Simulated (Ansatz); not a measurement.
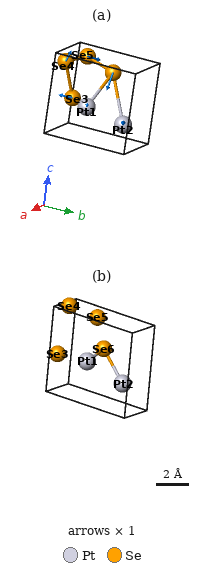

The structure of solid PtSe$_{2}$ (built on the cubic Laves (C15)_227 type) (coarse preliminary run) before (top) and after (bottom) a relaxation, at one scale. The blue arrows give the displacements (the part carried along by the change of the cell is left out), at their true length.

A ball-and-stick model of the cell of the calculation, reduced to other axes, seen slightly off an axis. Lengths and directions refer to the drawn axes.

Method: Ansatz, DFT PBE, scalar-relativistic, plane waves, PAW. (plane-wave cutoff 420 eV; k-point mesh 6 × 6 × 6; occupations gaussian; smearing width 0.1 eV; no spin polarisation; cell and atoms relaxed; force threshold 0.015 eV/Å; at most 120 steps)

Question: Summarise the run.

Answer: The run was cut off at its time limit before the relaxation converged, so the last structure is only a point on the way. The atom that moves furthest relative to the cell is Se6 (1.21 Å along [−1 −1 −3]). By element the largest moves are Se 1.21 Å, Pt 0.49 Å. The drawn cell changes as follows: a 5.406 → 5.299 Å (−2.0 %), b 5.420 → 5.437 Å (+0.3 %), c 5.504 → 5.688 Å (+3.3 %), α 91.1° → 98.3°, β 118.5° → 113.3°, γ 118.1° → 116.8°; the volume changes by +4.2 %. Among the contacts that change: Pt1–Se6 3.115 → 4.661 Å, Pt2–Se5 3.209 → 4.653 Å, Pt1–Se6 (another image) 3.556 → 2.491 Å, Se3–Se5 2.661 → 3.719 Å. Bonds break: Pt2–Se6 (3.01 → 3.95 Å), Se4–Se6 (2.33 → 3.22 Å). Bond angles that change, for instance: Se3–Pt2–Se5 133.9° → 89.1°, Pt2–Se3–Pt2 133.1° → 172.5°, Se3–Pt2–Se3 133.1° → 172.5°. The space group stays P1 (No. 1). The energy falls by 920 meV per atom in 8 geometry steps. The largest force component goes from 2 to 0.5 eV/Å. The pressure goes from 3.45 to 0.65 GPa.
